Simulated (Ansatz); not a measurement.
**Single-point calculation, with input and output: Si₂₃C₂₄ (part 1 of 2)**

- system: Si₂₃C₂₄ (defect cell, 47 atoms in the cell)
- method: DFT PBE, scalar-relativistic, plane waves, PAW, spin-polarised (Ansatz 0.2.0)

The structure derives from an entry of the Crystallography Open Database.

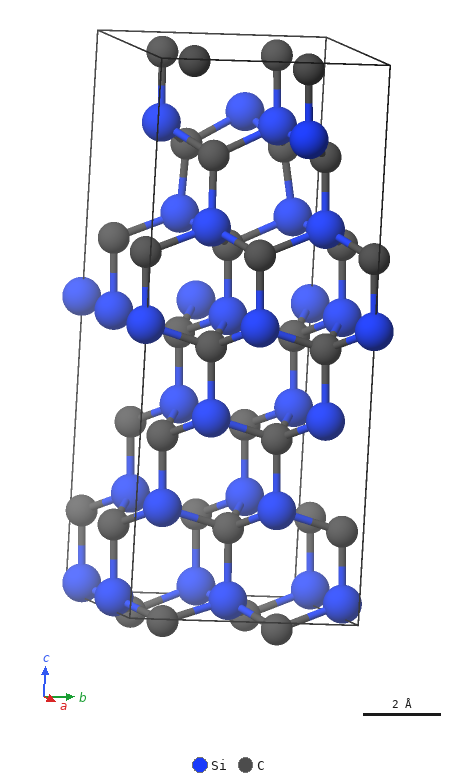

**Figure 1.** The structure (ball-and-stick view of the cell of the calculation, seen slightly off an axis). An atom can appear more than once, as a periodic image.

Input file:
```yaml
crystal:
  lattice:
    - [-6.1556, 0.0, 0.0]
    - [-3.0778, -5.335, 0.0]
    - [-3.0778, 0.0, 15.1219]
  atoms:
    - { symbol: Si, position: [0.4885334171, 0.1608342195, 0.8620419396] }
    - { symbol: Si, position: [0.9795660129, 0.669770795, 0.8620368949] }
    - { symbol: Si, position: [0.4885839082, 0.6696997247, 0.8620319882] }
    - { symbol: Si, position: [0.9043104687, 0.8336641851, 0.3576037258] }
    - { symbol: Si, position: [0.4042632948, 0.8343925491, 0.356968835] }
    - { symbol: Si, position: [0.9055553303, 0.3328298749, 0.3569947328] }
    - { symbol: Si, position: [0.4044983637, 0.3328319469, 0.3569973497] }
    - { symbol: Si, position: [0.9878559337, 0.5002034546, 0.5239562768] }
    - { symbol: Si, position: [0.4894234907, 0.5001502155, 0.5208842134] }
    - { symbol: Si, position: [0.9877881989, 0.0001655376, 0.5240327669] }
    - { symbol: Si, position: [0.4878857203, 0.0001619231, 0.5240351001] }
    - { symbol: Si, position: [0.7379935127, 0.4988862429, 0.0250578602] }
    - { symbol: Si, position: [0.2370275969, 0.5001768682, 0.025675921] }
    - { symbol: Si, position: [0.7381142744, 1.0006200109, 0.0249512196] }
    - { symbol: Si, position: [0.2362025378, 1.0006126167, 0.0249407953] }
    - { symbol: Si, position: [0.7372924566, 0.833487607, 0.6918070423] }
    - { symbol: Si, position: [0.2402132914, 0.8301247598, 0.6892856025] }
    - { symbol: Si, position: [0.7352352656, 0.3351654859, 0.689243408] }
    - { symbol: Si, position: [0.2402324611, 0.3351585131, 0.6892273231] }
    - { symbol: Si, position: [0.821343705, 0.166523014, 0.1906863893] }
    - { symbol: Si, position: [0.3211614781, 0.1662945521, 0.1912707954] }
    - { symbol: Si, position: [0.8204391624, 0.6669343672, 0.1917153531] }
    - { symbol: Si, position: [0.3208201276, 0.6669480214, 0.1917115673] }
    - { symbol: C, position: [0.9245875566, 0.5003972406, 0.6502935545] }
    - { symbol: C, position: [0.4278948951, 0.5002376189, 0.6438312156] }
    - { symbol: C, position: [0.9246038254, 1.0001407443, 0.6503457246] }
    - { symbol: C, position: [0.4247778491, 1.0001147887, 0.6503488355] }
    - { symbol: C, position: [0.673785553, 0.5011837929, 0.1511521633] }
    - { symbol: C, position: [0.1746130361, 0.5001030439, 0.1505875461] }
    - { symbol: C, position: [0.6740292975, -0.0007666352, 0.1509402864] }
    - { symbol: C, position: [0.1756875978, -0.0007629439, 0.1509342009] }
    - { symbol: C, position: [0.9199270941, 0.1668934846, 0.9931392173], spin: 0.2 }
    - { symbol: C, position: [0.4244781501, 0.1661327671, 0.9847782398] }
    - { symbol: C, position: [0.9234484034, 0.6671281192, 0.9847597064] }
    - { symbol: C, position: [0.4245811444, 0.6671101079, 0.9847555206] }
    - { symbol: C, position: [0.8417066234, 0.8335536349, 0.4829111717] }
    - { symbol: C, position: [0.3415633578, 0.8349790962, 0.4817664457] }
    - { symbol: C, position: [0.8437983846, 0.3326064253, 0.4817958846] }
    - { symbol: C, position: [0.3416773704, 0.3326081066, 0.481798525] }
    - { symbol: C, position: [0.6744620313, 0.8335565275, 0.817397933] }
    - { symbol: C, position: [0.2020228504, 0.7839467735, 0.8119001778], spin: 0.2 }
    - { symbol: C, position: [0.6277947278, 0.3582323636, 0.8118717345], spin: 0.2 }
    - { symbol: C, position: [0.2020682177, 0.3583487263, 0.8118546082], spin: 0.2 }
    - { symbol: C, position: [0.7585811864, 0.1665508745, 0.3161684079] }
    - { symbol: C, position: [0.2585670502, 0.1669853331, 0.3157661055] }
    - { symbol: C, position: [0.7586125685, 0.6666367855, 0.3166390944] }
    - { symbol: C, position: [0.258003505, 0.6666371736, 0.3166368387] }
magnetization:
  spin_polarized: true
basis:
  ecutwfc: 420
  fft_grid_basis: typed
kpoints:
  mp_grid: { grid: [2, 2, 2] }
hamiltonian:
  xc: pbe
  pseudopotentials: { kind: paw }
scf:
  occupations: { method: gaussian, width: 0.05 }
output:
  forces: true
  stress: false
  eigenvalues: true
  bader: true
  write_density: true
  volumetric_format: npy
  populations: true
```

Hardware: 4 threads of Arm Neoverse N1, 98 GiB of memory available, shared host.

Run as:
```bash
ansatz run input.yaml --threads 4 --pin off --max-ram 10240MiB --backend cpu --events-out ev --progress --plain --runs-dir out
```

What the program printed:
```
Engine: ansatz 0.2.0, aarch64-unknown-linux-gnu
Pseudopotentials: kind: paw
Pseudopotential: Si, paw, valence charge 4, recommended cutoff 420 eV (normal), Si.paw.azcp
Pseudopotential: C, paw, valence charge 4, recommended cutoff 420 eV (normal), C.paw.azcp
Functional definition: PBE
  parameter kappa = 0.804
  parameter beta = 0.06672455060314922
  exchange = pbe_x(kappa = kappa, mu = beta*pi^2/3)
  correlation = pbe_c(beta = beta)
Crystal: 47 atoms, lattice volume = 496.605 Å³
Basis set: ecut = 420 eV, 9737 PW (Γ), exchange–correlation on 90×90×216 points (8 copies of the dense FFT grid, shifted against one another)
Bands: 142, of which v1, the nominal top of the filled ones, is band 94 counted from 1 (93 counted from 0)
Symmetry: 1 space group operations
Space group: P1 (ITA 1), of the structure as read, at distance tolerance 7.9e-5 Å
Magnetic group: BNS 1.1 (UNI 1), of the structure as read, at distance tolerance 7.9e-5 Å
k-points: 8
Non-local potential: Si, projectors of the file, l = 0: 2, l = 1: 2, l = 2: 2
Non-local potential: C, projectors of the file, l = 0: 2, l = 1: 2, l = 2: 1
PAW form: soft (Blöchl's): semilocal exchange-correlation on the pseudo side does not see the compensation charge
PAW one-centre angular grid: Si, 110 points (default); XC on 64 Gauss nodes
PAW one-centre angular grid: C, 110 points (default); XC on 64 Gauss nodes
Initial density: superposition of atomic densities (chi_scale 0.1, normalization cell)
Starting moments: Σ|m| = 0.8 μB on 4 of 47 sites
Initial wavefunctions: pseudopotential atomic-orbital guess
Functional: x = pbe(κ = 0.804, μ = 0.2195149727645171), c = pbe(β = 0.06672455060314922)
SCF iter   1: F=—  HF=-20688.940701 eV  |F-HF|=—  |Δ(HF+E_count)|=         —  Δρ=7.60e-2 (↑7.47e-2 ↓7.60e-2)  dr2=1.37e2  dr2_m=4.01e-2  M=0.000 μB ∫|m|=0.176 μB  β_m=0.30  ethr=3.10e-3  ⟨swp⟩=6.0  Hψ=9491  notcnv=0  defer=610
preconditioner: auto → Resta (q_TF=auto, 2.321 Å⁻¹)  ε∞=4.2  [insulator: Δε(μ)=0.663 eV  Ē_g=12.732 eV  σ=0.050 eV  W_gap=1.00  n_scr=102 (ndim 8)  ℏωp=22.8 eV  f_vac=0.000  D(μ)=0.00/eV (n_scr^D=0)  ε∞_Penn≈4.2]
spin=Collinear: Resta preconditioning applied to the charge; magnetization (m = ρ↑ − ρ↓) channel mixes plain (no charge-response kernel on spin).
SCF iter   2: F=—  HF=-20660.017941 eV  |F-HF|=—  |Δ(HF+E_count)|=    2.89e1  Δρ=4.26e-2 (↑4.16e-2 ↓4.26e-2)  dr2=4.18e1  dr2_m=2.07e-2  M=0.000 μB ∫|m|=0.146 μB  β_m=0.30  ethr=3.10e-3  ⟨swp⟩=2.8  Hψ=4322  notcnv=0  defer=650
SCF iter   3: F=—  HF=-20648.460870 eV  |F-HF|=—  |Δ(HF+E_count)|=    1.16e1  Δρ=1.59e-2 (↑1.56e-2 ↓1.59e-2)  dr2=4.39e0  dr2_m=1.15e-2  M=0.000 μB ∫|m|=0.113 μB  β_m=0.30  ethr=3.10e-3  ⟨swp⟩=4.0  Hψ=3436  notcnv=0  defer=650
SCF iter   4: F=—  HF=-20648.066265 eV  |F-HF|=—  |Δ(HF+E_count)|=   3.95e-1  Δρ=1.11e-2 (↑1.11e-2 ↓1.11e-2)  dr2=1.44e0  dr2_m=6.36e-3  M=0.000 μB ∫|m|=0.091 μB  β_m=0.30  ethr=2.34e-3  ⟨swp⟩=1.9  Hψ=2720  notcnv=0  defer=650
SCF iter   5: F=—  HF=-20647.930626 eV  |F-HF|=—  |Δ(HF+E_count)|=   1.36e-1  Δρ=2.11e-3 (↑2.11e-3 ↓1.70e-3)  dr2=7.98e-2  dr2_m=3.54e-3  M=0.000 μB ∫|m|=0.071 μB  β_m=0.30  ethr=7.67e-4  ⟨swp⟩=3.0  Hψ=3244  notcnv=0  defer=650
SCF iter   6: F=—  HF=-20647.940364 eV  |F-HF|=—  |Δ(HF+E_count)|=   9.74e-3  Δρ=1.38e-3 (↑1.38e-3 ↓1.11e-3)  dr2=1.41e-2  dr2_m=2.02e-3  M=0.000 μB ∫|m|=0.056 μB  β_m=0.30  ethr=4.24e-5  ⟨swp⟩=2.0  Hψ=1867  notcnv=0  defer=650
SCF iter   7: F=—  HF=-20647.947819 eV  |F-HF|=—  |Δ(HF+E_count)|=   7.45e-3  Δρ=7.83e-4 (↑6.41e-4 ↓7.83e-4)  dr2=3.26e-3  dr2_m=1.15e-3  M=0.000 μB ∫|m|=0.044 μB  β_m=0.30  ethr=7.51e-6  ⟨swp⟩=2.0  Hψ=2674  notcnv=0  defer=650
Mixer restart at iter 7: flushing history
spin-set hold released at iteration 7 (site moments contracting): the magnetisation degrees of freedom join the quasi-Newton model from the next iteration; the mixer history was flushed
SCF iter   8: F=—  HF=-20647.949067 eV  |F-HF|=—  |Δ(HF+E_count)|=   1.25e-3  Δρ=5.70e-4 (↑5.02e-4 ↓5.70e-4)  dr2=1.63e-3  dr2_m=6.73e-4  M=0.000 μB ∫|m|=0.035 μB  β_m=0.65  ethr=1.73e-6  ⟨swp⟩=1.5  Hψ=1639  notcnv=0  defer=650
SCF iter   9: F=—  HF=-20647.951515 eV  |F-HF|=—  |Δ(HF+E_count)|=   2.45e-3  Δρ=2.36e-4 (↑2.36e-4 ↓2.33e-4)  dr2=2.99e-3  dr2_m=2.96e-5  M=0.000 μB ∫|m|=0.011 μB  β_m=0.53  ethr=8.66e-7  ⟨swp⟩=2.0  Hψ=3126  notcnv=0  defer=650
SCF iter  10: F=—  HF=-20647.951434 eV  |F-HF|=—  |Δ(HF+E_count)|=   8.13e-5  Δρ=6.22e-5 (↑5.27e-5 ↓6.22e-5)  dr2=1.00e-4  dr2_m=4.60e-6  M=-0.000 μB ∫|m|=0.007 μB  β_m=0.57  ethr=8.66e-7  ⟨swp⟩=2.0  Hψ=2358  notcnv=0  defer=650
SCF iter  11: F=—  HF=-20647.951466 eV  |F-HF|=—  |Δ(HF+E_count)|=   3.22e-5  Δρ=2.22e-5 (↑2.22e-5 ↓1.93e-5)  dr2=6.85e-6  dr2_m=6.46e-7  M=-0.000 μB ∫|m|=0.005 μB  β_m=0.78  ethr=5.33e-8  ⟨swp⟩=2.0  Hψ=2574  notcnv=0  defer=650
SCF iter  12: F=—  HF=-20647.951651 eV  |F-HF|=—  |Δ(HF+E_count)|=   1.85e-4  Δρ=7.08e-6 (↑7.08e-6 ↓6.04e-6)  dr2=4.77e-7  dr2_m=8.84e-8  M=-0.000 μB ∫|m|=0.003 μB  β_m=0.78  ethr=3.65e-9  ⟨swp⟩=2.0  Hψ=3776  notcnv=0  defer=650
SCF iter  13: F=—  HF=-20647.951651 eV  |F-HF|=—  |Δ(HF+E_count)|=   2.40e-7  Δρ=3.92e-6 (↑3.92e-6 ↓3.63e-6)  dr2=4.90e-8  dr2_m=5.64e-8  M=-0.000 μB ∫|m|=0.002 μB  β_m=0.89  ethr=5.32e-11  ⟨swp⟩=17.4  Hψ=15809  notcnv=0
SCF iter  14: F=—  HF=-20647.951651 eV  |F-HF|=—  |Δ(HF+E_count)|=   2.01e-7  Δρ=2.68e-6 (↑2.68e-6 ↓2.35e-6)  dr2=3.18e-8  dr2_m=2.40e-8  M=-0.000 μB ∫|m|=0.002 μB  β_m=0.94  ethr=2.61e-11  ⟨swp⟩=4.2  Hψ=6609  notcnv=0
SCF iter  15: F=—  HF=-20647.951651 eV  |F-HF|=—  |Δ(HF+E_count)|=   6.65e-8  Δρ=2.04e-6 (↑1.88e-6 ↓2.04e-6)  dr2=3.97e-8  dr2_m=1.23e-8  M=-0.000 μB ∫|m|=0.001 μB  β_m=0.97  ethr=1.69e-11  ⟨swp⟩=4.8  Hψ=6778  notcnv=0
SCF iter  16: F=—  HF=-20647.951651 eV  |F-HF|=—  |Δ(HF+E_count)|=   3.84e-8  Δρ=1.42e-6 (↑1.08e-6 ↓1.42e-6)  dr2=1.60e-8  dr2_m=4.81e-9  M=-0.000 μB ∫|m|=0.001 μB  β_m=0.91  ethr=1.69e-11  ⟨swp⟩=4.0  Hψ=5363  notcnv=0
SCF iter  17: F=—  HF=-20647.951651 eV  |F-HF|=—  |Δ(HF+E_count)|=   1.89e-8  Δρ=6.75e-7 (↑5.56e-7 ↓6.75e-7)  dr2=5.38e-9  dr2_m=1.04e-9  M=-0.000 μB ∫|m|=0.000 μB  β_m=0.83  ethr=8.49e-12  ⟨swp⟩=4.0  Hψ=5352  notcnv=0
SCF iter  18: F=-20647.951651 eV  HF=-20647.951651 eV  |F-HF|=2.26e-10  |Δ(HF+E_count)|=   4.45e-9  Δρ=2.28e-7 (↑2.28e-7 ↓1.04e-7)  dr2=6.27e-10  dr2_m=7.91e-11  M=-0.000 μB ∫|m|=0.000 μB  ethr=2.86e-12  ⟨swp⟩=3.8  Hψ=5066  notcnv=0
SCF 1 converged in 18 iterations: F = -20647.951651 eV  dr2 = 6.27e-10
  greatest PAW one-centre occupation: 0.678 electrons in one spin orbital (limit 2), on the C atom at site 40 (counted from 0), in its partial waves of l = 0
```

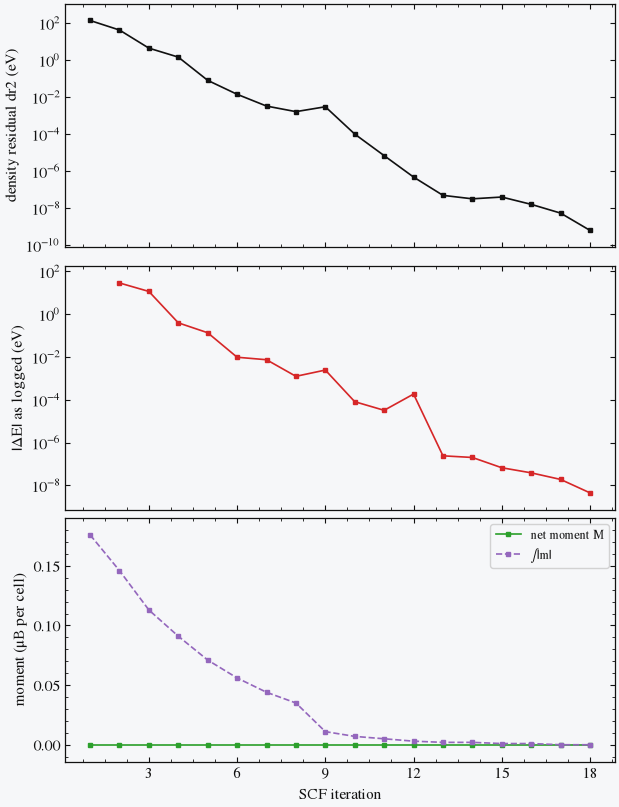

**Figure 2.** Convergence of the self-consistent field: density residual dr2, size of the energy change and magnetic moment against the SCF iteration. The residual falls almost steadily, with no more than small rises. The net moment stays at 0.0 μB per cell, and ∫|m| falls to zero.

```
WARN: the starting moments were not kept: the SCF closed with an absolute magnetisation of 9.5e-5 μB, where they sum to 0.8 μB in size (4 sites). That is at most 0.1 of that sum. Measured as dr2_m measures the in/out step, that magnetisation stands 1.0e-9 eV from none, at or under the dr2_threshold of 1.0e-7 eV: it is no larger than a step whose dr2_m would equal this threshold. The system may hold no moment; this SCF shows only that its start led to no more than that. To try another start: raise the starting moments (crystal.atoms[].spin, magnetization.per_species, magnetization.initial_magnetization, or on a non-collinear deck that types none of these the spinor_matrix: blocks that start its atoms; where the total moment is fixed, keep their sum and leave initial_magnetization as it is; typed ones take the place of any that the run laid by itself, positive ones on a crystal's lanthanoids without a Hubbard term where scf.initial_density.shell_occupations: [] is typed) or, if the notice of its spin-set hold's release reads "site moments contracting" or "site moments show no strong build", lengthen the hold (scf.mixing.spin_hold: { on: { confirm: 4 } }; for m-r²SCAN on two components see the key's manual first). Each may lead to a state that holds a moment. A second SCF, from the converged charge density, with the starting moments and any scf.initial_density.shell_occupations laid on it anew, would have followed, and was not run: the deck does not ask for one (magnetization.retry_lost_moments is false, the default). To let it run, set magnetization.retry_lost_moments: true and run the deck again, where that key's refused combinations let it; where memory then withholds it, that run's warning says so.
SCF converged after 18 iterations
Magnetization: -0.0000 μB (94.0000 up, 94.0000 down)
Absolute magnetization: 0.0001 μB (∫|ρ↑−ρ↓|, with the PAW one-centre terms)
Spin contamination: 0.0000 ħ² per cell (⟨S²⟩ above its minimum at these occupations)
Per-site moments (μB) at R_I (Å): [(-8.866511751464023e-8, 0.7608049019275158), (-8.678791879651833e-8, 0.7605710935348298), (-8.671849814169242e-8, 0.7606683732427777), (8.235754329214588e-9, 0.7761355758879133), (2.0871799849607603e-9, 0.7757458658330131), (-1.1952510358325283e-8, 0.7749965911941042), (-1.205298078396273e-8, 0.7749940007436431), (1.82988773162801e-8, 0.7769941749997872), (-3.68157627330583e-8, 0.7669168371009614), (1.325157820807737e-8, 0.7765538993303278), (1.3380278077116837e-8, 0.7765683786779775), (9.317925792102255e-8, 0.7572554386804846), (2.201325285845606e-9, 0.7777445258293527), (9.309006172500674e-8, 0.7570735401528341), (9.311495257567416e-8, 0.7570479129738564), (-3.252426071758321e-9, 0.7772141650260941), (-2.945583714143225e-8, 0.771564924247712), (-3.2008830663330795e-8, 0.771627318955294), (-3.250187939839765e-8, 0.7716826880258634), (1.8247291778705676e-8, 0.7763032064325758), (-5.596149693630077e-8, 0.7737935511082471), (-6.95894551406936e-8, 0.7742290357287032), (-6.960602607080568e-8, 0.7742211587883487), (1.7695766571113714e-7, 0.7760512896930579), (2.5582816049494896e-7, 0.7669168371009614), (1.7043726262032252e-7, 0.7760064333958482), (1.6909804951325913e-7, 0.776013911709443), (-1.7584760578049575e-6, 0.7742211587883487), (6.919504556756885e-8, 0.7772065787679859), (-1.7851597947750522e-6, 0.7737935511082471), (-1.785441913789519e-6, 0.7737998628029774), (-1.8199786003819424e-5, 0.7570479129738564), (-2.1828919844557817e-7, 0.7656912965584103), (-2.1592025450927598e-7, 0.7656052373374166), (-2.1707492113914365e-7, 0.7656092972273116), (1.9402467895724426e-7, 0.7765538993303278), (5.959915155407634e-8, 0.776204491668496), (2.4572445247130445e-8, 0.7757483482555437), (2.3876984480226184e-8, 0.775743884785242), (1.774199633097711e-7, 0.772077585585337), (6.530021835870696e-6, 0.7605710935348298), (6.653171281630442e-6, 0.7608049019275158), (6.6692844619004774e-6, 0.7608491486469862), (9.401670066991776e-9, 0.7768039652591605), (-1.5881892011828245e-7, 0.7749940007436431), (-1.8804082231443316e-7, 0.7761355758879133), (-1.8688793400580953e-7, 0.7761443077703766)]
Free energy (F): -20647.951651 eV
Harris-Foulkes:  -20647.951651 eV  (|F-HF|=2.26e-10)
Internal energy: -20647.951651 eV  (E = F + TS)
E sigma→0 (E₀):  -20647.951651 eV
Fermi energy:    9.641738 eV
--- Per-component energies (eV) ---
  E_band       = 596.326133
  E_kinetic    = 3208.125508
  E_local      = -2820.952304  (includes V_loc(G=0)·N_el)
  E_nonlocal   = 1222.370795
  E_hartree    = 887.712219
  E_xc         = -2471.439323
  E_vxc        = -2570.544958  (∫ρ·V_xc dr)
  E_paw        = -14177.163924  (= ΣΔE_a)
  E_vpaw       = -218.097645  (= ΣTr[D̂ρ^β])
  E_aug_tail   = 0.000298  (compensation charges beyond the density's cutoff)
  E_ewald      = -6496.604919
  E_smearing   = -0.000000  (= −TS)
  E_closure    = 0.000000  (closes the sum)
  Σ components = -20647.951651   (vs F -20647.951651, Δ=0.00e0)
```
